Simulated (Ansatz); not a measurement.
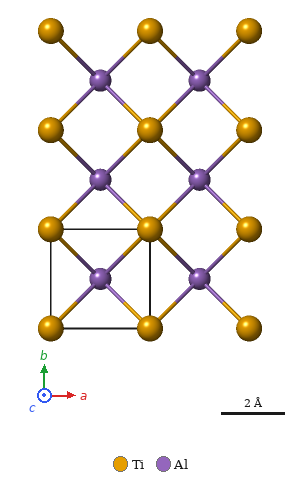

Energy scan for crystalline TiAl (Pm-3m), in which the cell is strained in shear in the xy plane, with the atoms kept at their fractional coordinates. x, y and z are the Cartesian axes of the input. The picture shows the reference cell. A ball-and-stick model of the cell of the calculation, repeated 2 × 3 × 2 with one cell outlined, seen along the c axis.

Method: DFT PBEsol, scalar-relativistic, plane waves, PAW (Ansatz 0.2.0). (plane-wave cutoff 420 eV; k-point mesh 16 × 16 × 16; occupations gaussian; smearing width 0.15 eV; no spin polarisation). Energies (free energies at the smearing named) are counted from the cell as listed in its source, which wasn't relaxed.

Input file:
```yaml
crystal:
  lattice:
    - [3.179064, 0.0, 0.0]
    - [0.0, 3.179064, 0.0]
    - [0.0, 0.0, 3.179064]
  atoms:
    - { symbol: Ti, position: [0.0, 0.0, 0.0] }
    - { symbol: Al, position: [0.5, 0.5, 0.5] }
basis:
  ecutwfc: 420
kpoints:
  mp_grid: { grid: [16, 16, 16] }
hamiltonian:
  xc: pbesol
scf:
  occupations: { method: gaussian, width: 0.15 }
output:
  forces: true
  stress: true
  eigenvalues: true
```

Command:
```bash
ansatz run input.yaml --threads 1 --pin off --max-ram 1228MiB --backend cpu --events-out ev --progress --plain --runs-dir out
```

> Predict the energy profile (the strain: −0.020, −0.010, 0.000, 0.005, 0.015).

```csv
engineering shear strain,ΔE (meV/atom)
−0.020,1.34
−0.010,0.33
0.000,0.00
0.005,0.08
0.015,0.75
```

The lowest computed point lies at the strain 0.00 (0.00 meV/atom). At the ends of the scan the energy is 1.34 meV/atom (−0.02) and 0.75 meV/atom (0.015). The unrelaxed reference is under a pressure of −2.4 GPa. The distortion takes the space group from Pm-3m to Cmmm. At the strain −0.02 the cell of the drawing goes γ 90.0° → 91.1°.
